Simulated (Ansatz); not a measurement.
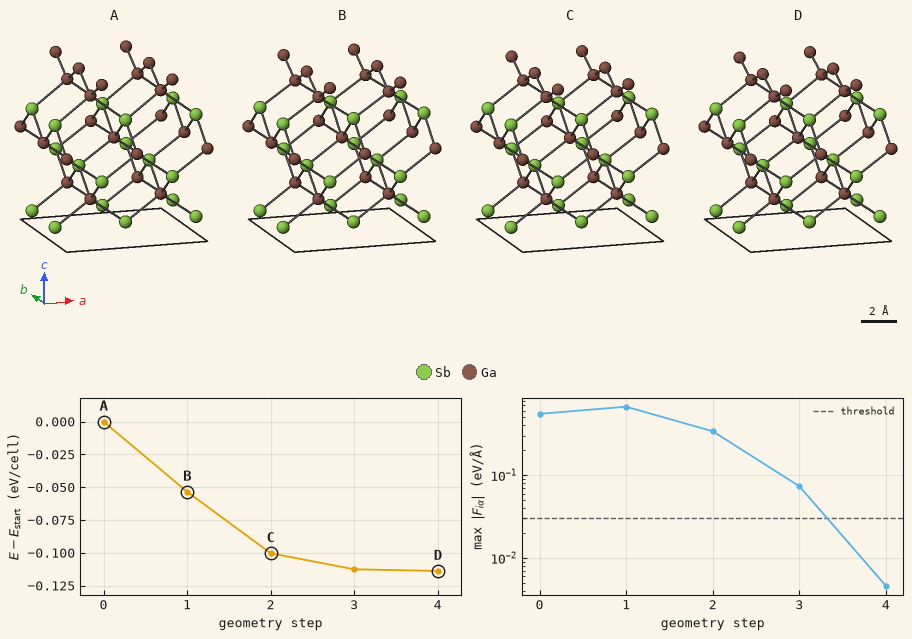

Frames of a constrained relaxation of a slab of composition Ga4Sb3 (cut from the F-43m phase), marked on the history of the run. Style: ball-and-stick. Shown: the 2 × 2 repeat of the cell, outlined in the plane, without the vacuum, slightly off an axis.

Case: Ga put at a bridge Ga-Ga site. The slab is the (1 0 0) face of GaSb with Ga on it. 3 atoms are held fixed.

Computed with DFT PBEsol, scalar-relativistic, plane waves, PAW (Ansatz 0.2.0). Set-up: plane-wave cutoff 420 eV; k-point mesh 7 × 7 × 1; occupations gaussian; smearing width 0.1 eV; no spin polarisation; dipole correction; atoms relaxed in a fixed cell; force threshold 0.03 eV/Å; at most 70 steps.

Describe the path.

Answer. After 4 geometry steps the energy has fallen by 0.114 eV per cell of the calculation. The largest force component goes from 0.55 to 0.0046 eV/Å. The largest move is that of a Ga atom, 0.34 Å along the normal (−c). Sb stays in place. The cell stays as it was. Some distances before and after: Ga–Ga 2.443 → 2.323 Å, Ga–Sb 2.701 → 2.667 Å, Ga–Sb 2.659 → 2.668 Å, Ga–Sb 2.636 → 2.628 Å. Among the angles between lasting bonds that change: Ga–Ga–Ga 124.4° → 136.9°, Sb–Ga–Ga 106.3° → 102.4°. The run took 100 s on 2 threads of Intel(R) Xeon(R) Platinum 8488C (Sapphire Rapids) (shared host), peak memory 0.95 GiB. From step 0 to 1: a Ga atom moves most (0.19 Å), energy −53.4 meV per cell of the calculation. From step 1 to 2: a Ga atom moves most (0.09 Å), energy −46.9 meV per cell of the calculation. From step 2 to 4: a Ga atom moves most (0.06 Å), energy −13.5 meV per cell of the calculation.

Limits of the set-up: the periodic images lie only 4.3 Å apart, so the values are limited by the cell's size.
